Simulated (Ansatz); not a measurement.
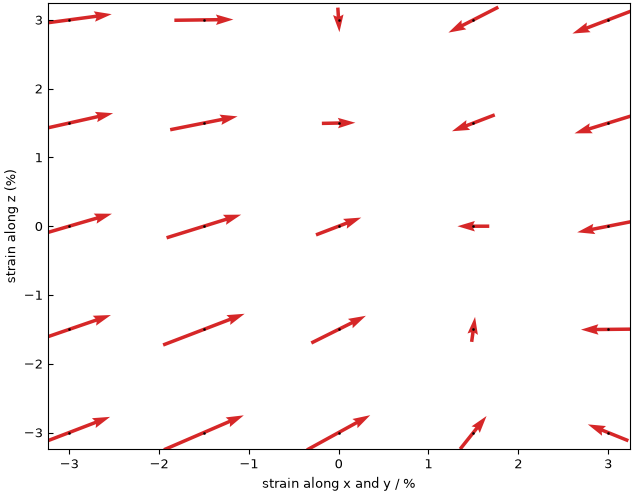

Sn (Fd-3m, No. 227; 2 atoms in the cell). The cell is strained homogeneously, by one strain along x and y and another along z, with fractional coordinates fixed (x, y and z along the cube axes). The first coordinate is: strain along x and y; the second: strain along z. Grid: 5 × 5 points. Points are written as (first, second). The reference cell is the one listed in the database, not relaxed at this level. All numbers below come from Ansatz 0.2.0, DFT PBEsol, scalar-relativistic, plane waves, PAW. Settings: cutoff 420 eV, k-mesh 12×12×12, gaussian smearing 0.15 eV, no spin polarisation.

The picture shows dots at the grid points, arrows along the force (downhill), their lengths compressed.

The arrows alone are given. Where is the energy lowest?

The arrows converge at about (0.8 %, 0.8 %) (read from the interpolated surface).

The energy map of the same scan:

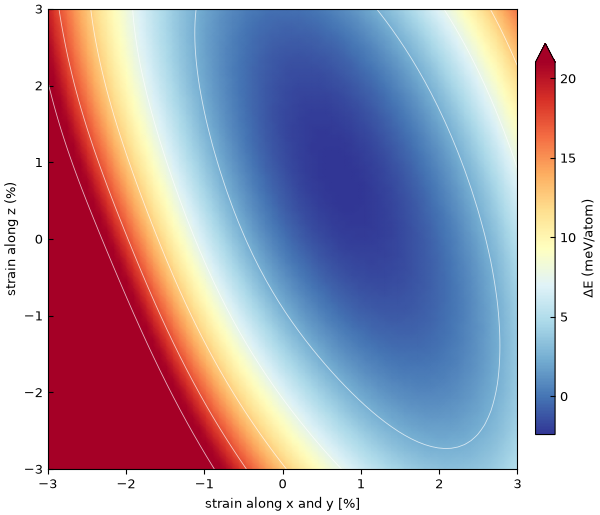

Energies are in meV/atom, from the unstrained cell; between grid points the surface is interpolated.
